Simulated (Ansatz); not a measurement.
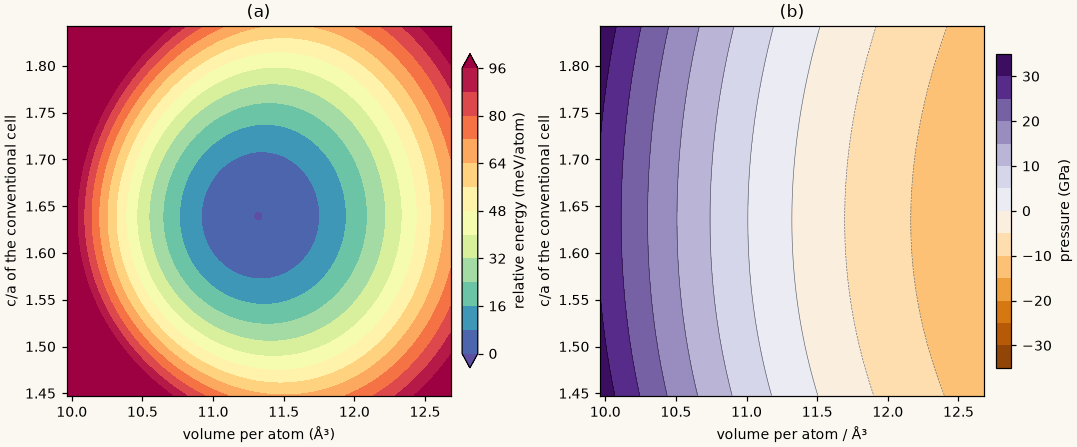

Cu (P6_3/mmc, No. 194; 2 atoms in the cell). 
- The energy is mapped over volume and the cell's shape.
- First axis: volume per atom. Second axis: c/a of the conventional cell.
- Nothing is relaxed (symmetry fixes all fractional coordinates).
- The scan uses a 7 × 7 grid.
- Points are written as (first, second).
- Energies are in meV/atom, from the lowest grid point.
- Method: DFT PBEsol, scalar-relativistic, plane waves, PAW in Ansatz. Settings: cutoff 520 eV, k-mesh 24×24×12 in the order of the run's cell vectors, gaussian smearing 0.15 eV, no spin polarisation.

Panel (a) is the energy; panel (b) is the computed pressure, in GPa.

Drawn: filled contours, one colour for all values above the top of the scale. Between grid points the surface is interpolated.

Q: How does the pressure vary over the map, and what is it at the lowest grid point?

A: It runs from −14.2 GPa at (12.68 Å³, 1.633) to 33.5 GPa at (9.96 Å³, 1.842). At the lowest grid point, (11.32 Å³, 1.633), it is 0.0 GPa. The pressure is minus the slope of the energy with volume, so it vanishes at the true minimum, which need not be a grid point.

```csv
"c/a of the conventional cell ↓, volume per atom →",9.96,10.42,10.87,11.32,11.78,12.23,12.68
1.842,33.5,20.8,10.8,2.9,−3.3,−8.2,−12.1
1.770,31.1,18.7,8.9,1.2,−4.8,−9.6,−13.3
1.700,29.7,17.5,7.8,0.3,−5.7,−10.4,−14.0
1.633,29.3,17.1,7.5,0.0,−6.0,−10.6,−14.2
1.569,29.8,17.5,7.9,0.3,−5.7,−10.3,−14.0
1.507,31.1,18.7,8.9,1.2,−4.8,−9.6,−13.3
1.448,33.2,20.5,10.5,2.7,−3.5,−8.4,−12.3
```
